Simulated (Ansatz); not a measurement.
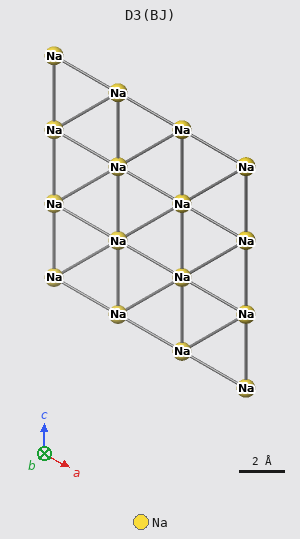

A crystal of Na (set up in Im-3m), relaxed (cell and atoms) with several dispersion corrections. The picture shows the result with D3(BJ). A ball-and-stick model of the cell of the calculation, repeated 3 × 1 × 3 with one cell outlined, seen along the b axis.

Computed with Ansatz 0.2.0: PBE, Ansatz PAW. Set-up: plane-wave cutoff 420 eV; k-point mesh 9 × 9 × 9; occupations fermi-dirac; smearing width 0.05 eV; no spin polarisation; cell and atoms relaxed; force threshold 0.01 eV/Å.

```csv
dispersion correction,volume (Å³/atom),a (Å)
D3(BJ)-ATM,?,?
D3(BJ),34.060,3.537
D4,36.648,3.624
none,36.702,3.626
```

**Fill in the missing row.**

With D3(BJ)-ATM the volume falls between D3(BJ) (34.060) and D4 (36.648). The calculation gives 34.260 Å³/atom (a = 3.544 Å). In order of volume: D3(BJ) < D3(BJ)-ATM < D4 < none; the spread is 7.8 %.

Each member starts from this one structure; whether another phase lies lower wasn't checked.
